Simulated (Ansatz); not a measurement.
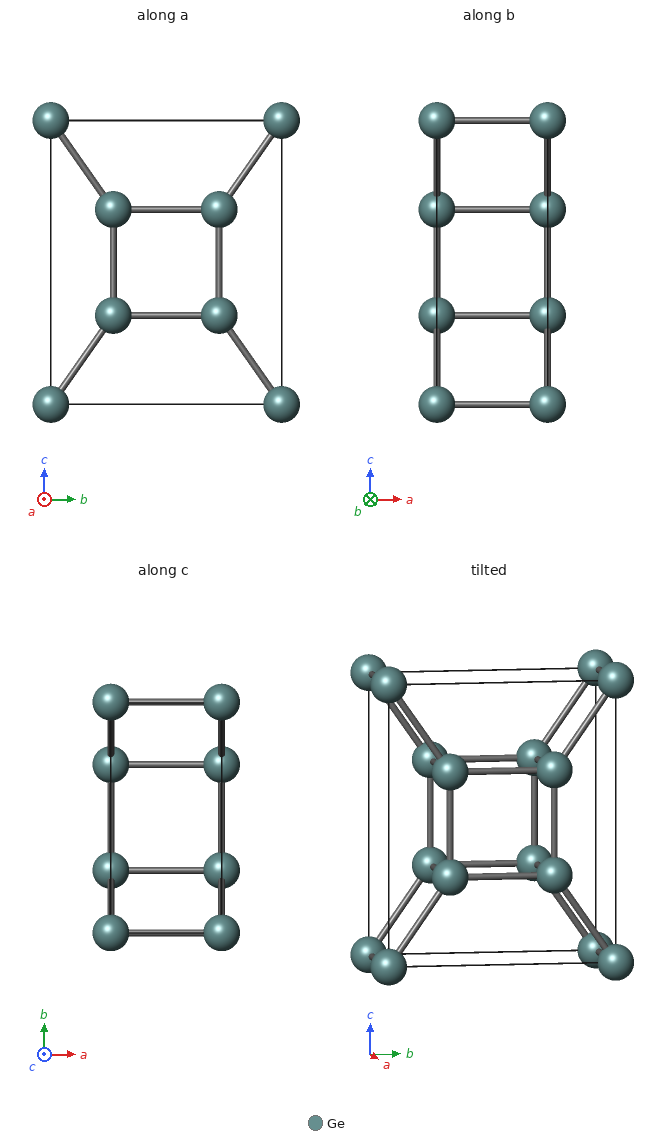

Figure: ball-and-stick view along the a axis, along the b axis, along the c axis and slightly off an axis. The edges of the conventional unit cell are marked.

Lattice parameters: a = 2.7294 Å, b = 5.6846 Å, c = 6.9944 Å, α = 90.000°, β = 90.000°, γ = 90.000°.

> Convert the drawing into a CIF in P1 with every atom of the cell, with free fractional coordinates to two decimals.

```cif
data_structure
_symmetry_space_group_name_H-M 'P 1'
_symmetry_Int_Tables_number 1
_cell_length_a 2.7294
_cell_length_b 5.6846
_cell_length_c 6.9944
_cell_angle_alpha 90.000
_cell_angle_beta 90.000
_cell_angle_gamma 90.000
_cell_volume 108.52
loop_
_atom_site_label
_atom_site_type_symbol
_atom_site_fract_x
_atom_site_fract_y
_atom_site_fract_z
_atom_site_occupancy
Ge1 Ge 0.00 0.27 0.31 1
Ge2 Ge 0.00 0.73 0.31 1
Ge3 Ge 0.00 0.27 0.69 1
Ge4 Ge 0.00 0.73 0.69 1
Ge5 Ge 0.00 0.00 0.00 1
```

Origin of the cell: a structure type filled with this element by a generator (whether the element takes this form wasn't checked). The structure drawn was relaxed with DFT PBE, scalar-relativistic, plane waves, PAW in Ansatz.
